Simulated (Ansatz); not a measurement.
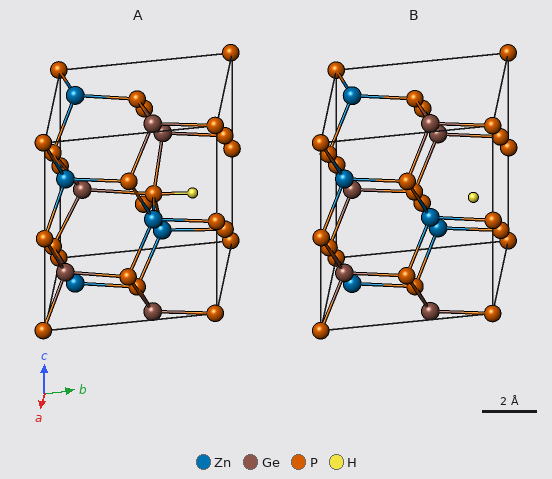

Two geometries of a defect cell of composition Zn₄Ge₄P₈H (cell charge −1), drawn at one scale. One is the start of a relaxation, the other its converged end. The picture is a ball-and-stick view of the cell of the calculation (origin shifted), seen from a free direction.

Computed with DFT PBE, scalar-relativistic, plane waves, PAW in Ansatz. Set-up: plane-wave cutoff 420 eV; k-point mesh 2 × 2 × 2; occupations gaussian; smearing width 0.02 eV; mesh shifted by (0.5, 0.5, 0.5); no spin polarisation; atoms relaxed in a fixed cell; force threshold 0.02 eV/Å; at most 60 steps.

> Which geometry has the lower energy?

Structure A is the relaxed one. Case: H interstitial, charge -1, atoms relaxed. The largest move is that of a P atom, 0.59 Å roughly along [1 3 0]. By element the largest moves are P 0.59 Å, H 0.25 Å, Ge 0.23 Å, Zn 0.16 Å. The cell doesn't change. Among the contacts that change: H–P 2.245 → 1.474 Å, Ge–P 2.360 → 2.710 Å, P–Zn 2.381 → 2.329 Å, Ge–P 2.360 → 2.411 Å. New bonds form: H–P (2.24 → 1.47 Å). Among the angles between lasting bonds that change: P–Zn–P 110.6° → 93.3°, P–Zn–P 108.9° → 92.6°, Ge–P–Ge 109.8° → 94.7°. After 8 geometry steps the energy has fallen by 0.787 eV per cell of the calculation. The largest force component goes from 0.68 to 0.015 eV/Å.

Limits of the set-up: the periodic images lie only 6.7 Å apart, so the values are limited by the cell's size; the cell is charged, on a uniform background, and energies carry no finite-size correction.
